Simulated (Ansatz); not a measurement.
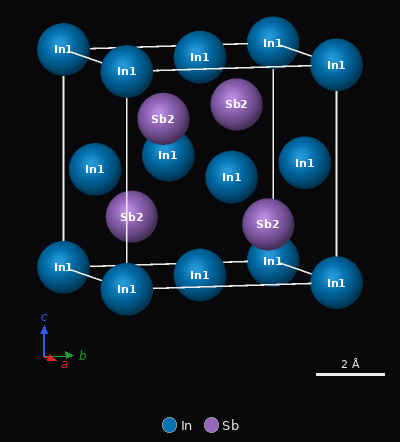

The input geometry of run 1 (spheres-only view of the cell 4 times as large as that of the calculation, set on its symmetry axes, seen slightly off an axis; atoms are numbered from 1 in the order of the input).

# Two runs on InSb

System: InSb (F-43m, 2 atoms in the cell).
Method of run 1: DFT LDA, scalar-relativistic, plane waves, PAW, no spin polarisation (Ansatz 0.2.0).

The structure derives from an entry of the Crystallography Open Database. Text and figures count atoms from 1; the logs count them from 0 in places.

**Input file, run 1**
```yaml
crystal:
  lattice:
    - [0.0, 3.2250616844, 3.2250616844]
    - [3.2250616844, 0.0, 3.2250616844]
    - [3.2250616844, 3.2250616844, 0.0]
  atoms:
    - { symbol: In, position: [0.0, 0.0, 0.0] }
    - { symbol: Sb, position: [0.75, 0.75, 0.75] }
basis:
  ecutwfc: 420
kpoints:
  mp_grid: { grid: [18, 18, 18] }
hamiltonian:
  xc: lda
scf:
  occupations: { method: gaussian, width: 0.15 }
output:
  forces: true
  stress: true
  eigenvalues: true
```

Hardware: 1 thread of an Arm (aarch64) CPU, shared host.

**Output, shortened to warnings, some set-up lines, iterations and results (run 1)**
```
Basis set: ecut = 420 eV, 1363 PW (Γ)
Symmetry: 24 space group operations
k-points: 195 of 5832 (time reversal used)
Initial density: superposition of atomic densities (neutral atoms: chi_scale 0, normalization atom), corrected by the library's trained network
[...]
SCF iter   1: F=—  HF=-11793.167637 eV  |F-HF|=—  |Δ(HF+E_count)|=         —  Δρ=7.01e-3  dr2=2.15e-2  ethr=1.77e-3  ⟨swp⟩=5.6  Hψ=18675  notcnv=0
SCF iter   2: F=—  HF=-11793.159435 eV  |F-HF|=—  |Δ(HF+E_count)|=   8.20e-3  Δρ=2.26e-3  dr2=1.39e-3  ethr=7.68e-5  ⟨swp⟩=2.4  Hψ=7822  notcnv=0
SCF iter   3: F=—  HF=-11793.159423 eV  |F-HF|=—  |Δ(HF+E_count)|=   1.15e-5  Δρ=7.12e-4  dr2=1.67e-4  ethr=4.97e-6  ⟨swp⟩=2.0  Hψ=4927  notcnv=0
SCF iter   4: F=—  HF=-11793.159436 eV  |F-HF|=—  |Δ(HF+E_count)|=   1.30e-5  Δρ=1.63e-4  dr2=2.17e-5  ethr=5.97e-7  ⟨swp⟩=2.4  Hψ=5039  notcnv=0
SCF iter   5: F=—  HF=-11793.159429 eV  |F-HF|=—  |Δ(HF+E_count)|=   7.38e-6  Δρ=1.50e-5  dr2=1.50e-7  ethr=7.75e-8  ⟨swp⟩=2.0  Hψ=5266  notcnv=0
SCF iter   6: F=-11793.159429 eV  HF=-11793.159429 eV  |F-HF|=7.51e-10  |Δ(HF+E_count)|=   7.41e-9  Δρ=2.15e-6  dr2=3.28e-9  ethr=3.57e-10  ⟨swp⟩=5.8  Hψ=15447  notcnv=0
SCF 1 converged in 6 iterations: F = -11793.159429 eV  dr2 = 3.28e-9
SCF converged after 6 iterations
Free energy (F): -11793.159429 eV
Harris-Foulkes:  -11793.159429 eV  (|F-HF|=7.51e-10)
Internal energy: -11793.159330 eV  (E = F + TS)
E sigma→0 (E₀):  -11793.159379 eV
Entropy (-TS):   -0.000099 eV (-0.050 meV/atom)
Fermi energy:    7.390121 eV
--- Per-component energies (eV) ---
  E_band       = -264.697517
  E_kinetic    = 453.188019
  E_local      = -3192.701567  (includes V_loc(G=0)·N_el)
  E_nonlocal   = 737.131644
  E_hartree    = 1368.539835
  E_xc         = -351.458490
  E_vxc        = -198.543137  (∫ρ·V_xc dr)
  E_paw        = -8443.197431  (= ΣΔE_a)
  E_vpaw       = -800.854333  (= ΣTr[D̂ρ^β])
  E_aug_tail   = 0.000023  (compensation charges beyond the density's cutoff)
  E_ewald      = -2365.504722
  E_core_change = 0.843360  (= ΣΔE_core)
  E_smearing   = -0.000099  (= −TS)
  E_closure    = 0.000000  (closes the sum)
  Σ components = -11793.159429   (vs F -11793.159429, Δ=0.00e0)
--- Forces (eV/Å), atoms counted from 1 ---
  atom   1  In    -0.00000000     0.00000000     0.00000000
  atom   2  Sb     0.00000000    -0.00000000     0.00000000
  max |Σ_I F_I| component: 7.40e-17 eV/Å
--- Stress (GPa, compression-positive) ---
       -0.010792      -0.000000      -0.000000
        0.000000      -0.010792       0.000000
       -0.000000       0.000000      -0.010792
  P = ⅓ Tr σ = -0.0108 GPa (-0.108 kbar)
```

For run 2 the input was changed thus:
```diff
-  mp_grid: { grid: [18, 18, 18] }
+  mp_grid: { grid: [16, 16, 16] }
```

What does this change do to the results?

The free energy of run 2 is 0.01 meV per atom higher, which measures how much it depends on this numerical setting. The number of SCF iterations is the same. The irreducible k-points go from 195 to 145.

**Output, shortened to warnings, some set-up lines, iterations and results (run 2)**
```
Basis set: ecut = 420 eV, 1363 PW (Γ)
Symmetry: 24 space group operations
k-points: 145 of 4096 (time reversal used)
Initial density: superposition of atomic densities (neutral atoms: chi_scale 0, normalization atom), corrected by the library's trained network
[...]
SCF iter   1: F=—  HF=-11793.167586 eV  |F-HF|=—  |Δ(HF+E_count)|=         —  Δρ=7.02e-3  dr2=2.15e-2  ethr=1.77e-3  ⟨swp⟩=5.6  Hψ=13871  notcnv=0
SCF iter   2: F=—  HF=-11793.159407 eV  |F-HF|=—  |Δ(HF+E_count)|=   8.18e-3  Δρ=2.26e-3  dr2=1.39e-3  ethr=7.68e-5  ⟨swp⟩=2.4  Hψ=5816  notcnv=0
SCF iter   3: F=—  HF=-11793.159397 eV  |F-HF|=—  |Δ(HF+E_count)|=   9.91e-6  Δρ=7.10e-4  dr2=1.65e-4  ethr=4.95e-6  ⟨swp⟩=2.0  Hψ=3630  notcnv=0
SCF iter   4: F=—  HF=-11793.159411 eV  |F-HF|=—  |Δ(HF+E_count)|=   1.38e-5  Δρ=1.60e-4  dr2=2.13e-5  ethr=5.90e-7  ⟨swp⟩=2.4  Hψ=3796  notcnv=0
SCF iter   5: F=—  HF=-11793.159403 eV  |F-HF|=—  |Δ(HF+E_count)|=   8.08e-6  Δρ=1.50e-5  dr2=1.51e-7  ethr=7.62e-8  ⟨swp⟩=2.0  Hψ=3916  notcnv=0
SCF iter   6: F=-11793.159403 eV  HF=-11793.159403 eV  |F-HF|=7.79e-10  |Δ(HF+E_count)|=   6.03e-9  Δρ=2.12e-6  dr2=3.20e-9  ethr=3.57e-10  ⟨swp⟩=5.8  Hψ=11493  notcnv=0
SCF 1 converged in 6 iterations: F = -11793.159403 eV  dr2 = 3.20e-9
SCF converged after 6 iterations
Free energy (F): -11793.159403 eV
Harris-Foulkes:  -11793.159403 eV  (|F-HF|=7.79e-10)
Internal energy: -11793.159276 eV  (E = F + TS)
E sigma→0 (E₀):  -11793.159339 eV
Entropy (-TS):   -0.000127 eV (-0.063 meV/atom)
Fermi energy:    7.378831 eV
--- Per-component energies (eV) ---
  E_band       = -264.696734
  E_kinetic    = 453.188443
  E_local      = -3192.702725  (includes V_loc(G=0)·N_el)
  E_nonlocal   = 737.131664
  E_hartree    = 1368.540819
  E_xc         = -351.458533
  E_vxc        = -198.543199  (∫ρ·V_xc dr)
  E_paw        = -8443.197604  (= ΣΔE_a)
  E_vpaw       = -800.854652  (= ΣTr[D̂ρ^β])
  E_aug_tail   = 0.000023  (compensation charges beyond the density's cutoff)
  E_ewald      = -2365.504722
  E_core_change = 0.843360  (= ΣΔE_core)
  E_smearing   = -0.000127  (= −TS)
  E_closure    = 0.000000  (closes the sum)
  Σ components = -11793.159403   (vs F -11793.159403, Δ=0.00e0)
--- Forces (eV/Å), atoms counted from 1 ---
  atom   1  In    -0.00000000     0.00000000    -0.00000000
  atom   2  Sb     0.00000000     0.00000000    -0.00000000
  max |Σ_I F_I| component: 1.11e-16 eV/Å
--- Stress (GPa, compression-positive) ---
       -0.010480      -0.000000       0.000000
        0.000000      -0.010480       0.000000
        0.000000       0.000000      -0.010480
  P = ⅓ Tr σ = -0.0105 GPa (-0.105 kbar)
```

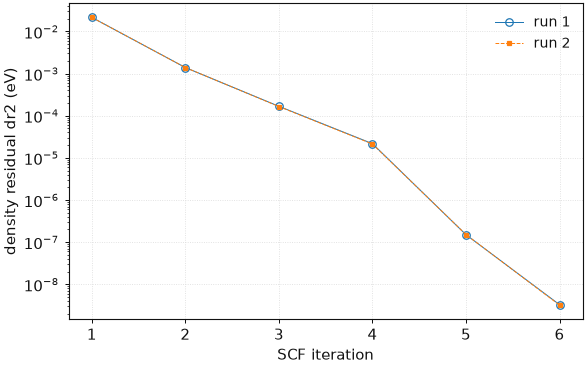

Convergence of the two runs: density residual dr2 against the SCF iteration. Run 1 takes 6 iterations in all, and run 2 takes 6.

**The two runs side by side**

| quantity | run 1 | run 2 |
| --- | --- | --- |
| outcome | converged | converged |
| free energy per atom (eV) | −5896.5797 | −5896.5797 |
| gap on the mesh (eV) | 0.00 | 0.00 |
| pressure (GPa) | −0.01 | −0.01 |
| largest force (eV/Å) | 0.000 | 0.000 |
| SCF iterations | 6 | 6 |
| irreducible k-points | 195 | 145 |
| plane waves at Γ | 1363 | 1363 |
| wall time (shared host) | 25 s | 20 s |
